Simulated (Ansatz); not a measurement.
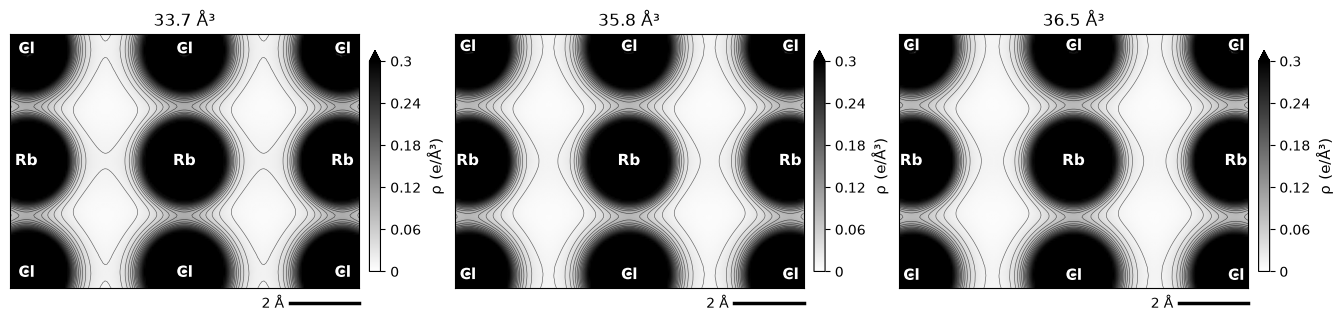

RbCl. The valence electron density of cells scaled evenly to different volumes (given per atom above each panel), on the (011̄) plane of each (indices in the axes of the cell below), at one length scale and on one colour scale.

Theory: Ansatz, Kohn-Sham DFT of a periodic cell, LDA, Ansatz PAW.

The largest cell:

```
Rb Cl
1.0
     0.00000    3.31708    3.31708
     3.31708    0.00000    3.31708
     3.31708    3.31708    0.00000
Rb Cl
1 1
Cartesian
  0.0000 0.0000 0.0000
  3.3171 3.3171 3.3171
```

| volume (Å³/atom) | Rb–Cl contact in the plane (Å) | ρ at its midpoint (e/Å³) | pressure (GPa) | gap on the mesh (eV) | 
| --- | --- | --- | --- | --- |
| 33.69 | 3.230 | 0.096 | −0.8 | 4.72 | 
| 35.09 | 3.274 | ? | ? | ? | 
| 35.80 | 3.296 | 0.085 | −1.7 | 4.54 | 
| 36.50 | 3.317 | 0.082 | −1.9 | 4.48 | 

**What values belong in the row with question marks?**

Over the known rows ln ρ falls by 1.82 per Å of Rb–Cl distance (a least-squares line), which gives 0.089 e/Å³ at 3.274 Å; the calculation gives 0.088 e/Å³. For the pressure, a straight line in volume between the neighbouring rows gives −1.4 GPa; the calculation gives −1.4. For the gap on the mesh, a straight line in volume between the neighbouring rows gives 4.60 eV; the calculation gives 4.60.
